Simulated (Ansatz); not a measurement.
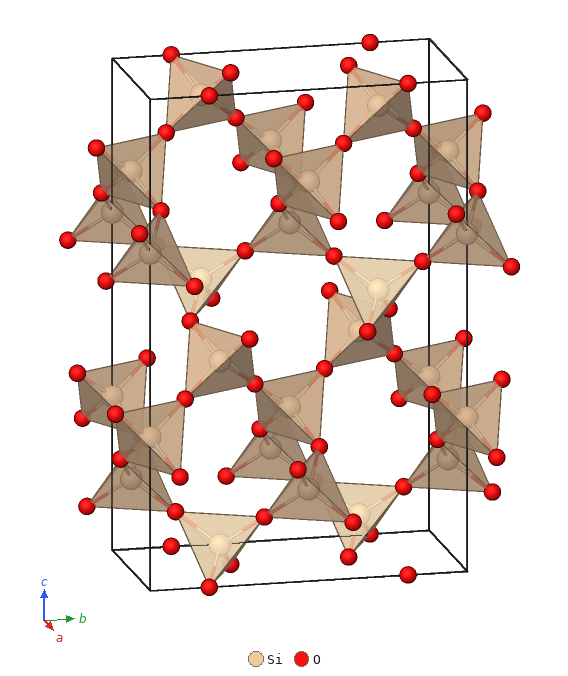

We look at a polyhedral model of the crystal slightly off an axis. The conventional unit cell is drawn as a box. Some neighbours outside the box are added.

SiO₂, space group Fddd (No. 70), a = 4.714 Å, b = 9.433 Å, c = 14.731 Å, α = 90.00°, β = 90.00°, γ = 90.00°. The initial geometry was a structure listed in the Materials Project. Earlier steps of the study, as a rule a relaxation of our own, may have changed the cell and positions, so they can lie some per cent off the listed ones. It was run through Ansatz as a DFT input.

This one geometry was computed with Ansatz (DFT, plane waves, PAW) at four levels of theory: PBE0, PBE, HSE06 and r2SCAN. It was relaxed beforehand with r2SCAN.

Question: Which level gives the highest pressure at this volume, and what does that say about its equilibrium volume?

Answer: Highest: PBE (4.9 GPa), which points to the largest equilibrium volume. Lowest, with the smallest volume: PBE0 (-0.1 GPa), HSE06 (0.0 GPa) and r2SCAN (0.0 GPa). Levels within 0.5 GPa of each other can't be told apart.

Question: How does the band gap change with the level of theory?

Answer: PBE: a gap of 5.78 eV, direct; r2SCAN: a gap of 6.40 eV, direct; HSE06: a gap of 7.59 eV, direct; PBE0: a gap of 8.36 eV, direct.

Question: Collect the results in a table.

Answer:
| level | cutoff (eV) | k-mesh of the run's cell | gap (eV) | pressure (GPa) |
| --- | --- | --- | --- | --- |
| PBE0 | 420 | 4×4×4 | 8.36 | -0.1 |
| PBE | 420 | 6×6×6 | 5.78 | 4.9 |
| HSE06 | 420 | 4×4×4 | 7.59 | 0.0 |
| r2SCAN | 500 | 6×6×6 | 6.40 | 0.0 |

Gaps are taken on the k-mesh or band path of each run.
